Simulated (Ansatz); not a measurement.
```
Al
1.0
     2.02398    0.00000   -2.02398
     0.00000    2.02398   -2.02398
     8.77058    8.09592    7.42126
Al
6
Direct
  0.30556 0.16667 0.58333
  0.69444 0.83333 0.41667
  0.58333 0.50000 0.75000
  0.13889 0.16667 0.08333
  0.86111 0.83333 0.91667
  0.41667 0.50000 0.25000
```

Space group P-1; not relaxed (largest force 0.8 eV/Å).

Theory: DFT PBE, scalar-relativistic, plane waves, PAW in Ansatz 0.2.0.

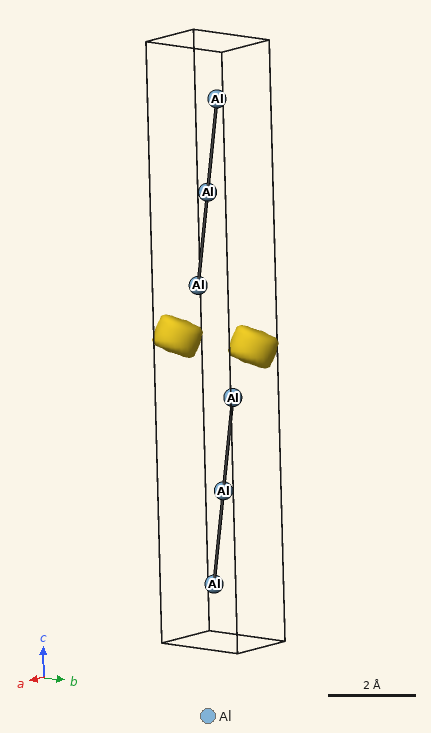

Al. Isosurface of the ELF at 0.75 (yellow), seen slightly off an axis. Only the valence region is drawn (cores and ρ < 0.01 e/Å³ removed). Sticks mark near contacts.

Core electrons are frozen (PAW), and the valence fields are smoothed inside the atomic spheres.

**Identify the bonds, lone pairs and shells in this picture.**

The surface consists of one region between bonded Al–Al atoms, counted in one cell of 6 atoms. Any copies at cell faces, edges or corners count once.

Values along the shortest contacts:
Al–Al (2.52 Å): the ELF peaks at about 0.85 between the atoms. Al–Al (2.86 Å): the ELF peaks at about 0.65 between the atoms.

**Metal or insulator at this level of theory?**

It is gapless in this calculation (a metal or semimetal).
